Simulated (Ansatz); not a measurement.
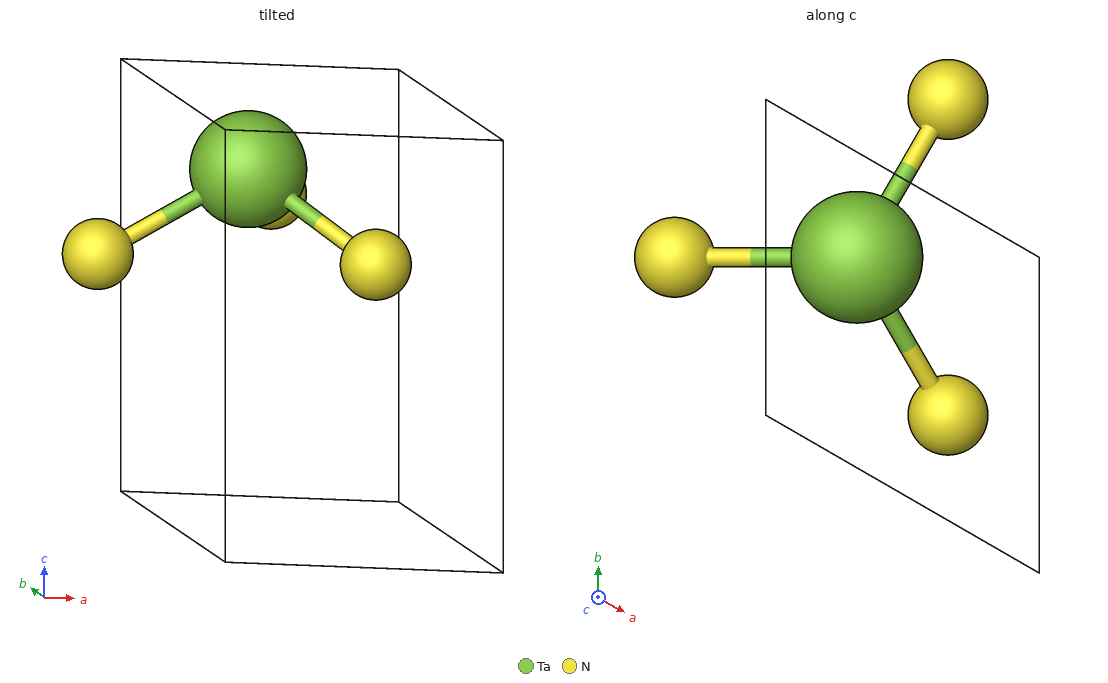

A ball-and-stick rendering, viewed slightly off an axis and along the c axis. The conventional unit cell is outlined; an atom on or near a face, edge or corner is repeated at each equivalent position. Some neighbours outside the box are added. Cell: a = 3.14 Å, b = 3.14 Å, c = 5.03 Å, α = 90.00°, β = 90.00°, γ = 120.00°.

Origin of the cell: a random cell made by a generator, so it need not be a real form of the compound. Earlier steps of the study, as a rule a relaxation of our own, may have changed the cell and positions, so they can lie some per cent off the listed ones. A calculation with Ansatz used it as input.

**Notes on the structure:**

The stoichiometry is TaN. The symmetry is that of P3m1 (No. 156), on a primitive hexagonal lattice. With Z = 1, the cell contains 1 Ta, 1 N. The neighbours of Ta are three N in a trigonal pyramidal arrangement at about 2.0 Å. Each N has three Ta in a trigonal pyramidal arrangement at about 2.0 Å. Not all metal-metal contacts are counted. The bonds build TaN layers parallel to (001).

Computational set-up: DFT PBE, scalar-relativistic, plane waves, PAW (Ansatz 0.2.0), E_cut = 420 eV, a 12×12×8 sampling of the Brillouin zone, Gaussian smearing of 0.02 eV, no spin polarisation.

**Is it conducting or gapped at this level?**

A semiconductor at this level, with a gap of 0.45 eV, indirect.

**Give the Bader charge of each element.**

Ta +1.53 e; N -1.53 e.

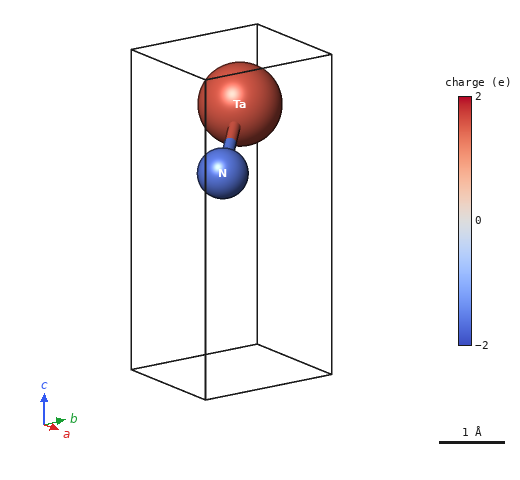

The atoms coloured by those charges. The run's cell of 2 atoms is drawn.

**Are forces and stress small enough to call this relaxed?**

Yes. All forces vanish to within 0.01 eV/Å. The pressure is 0.0 GPa, close to zero.
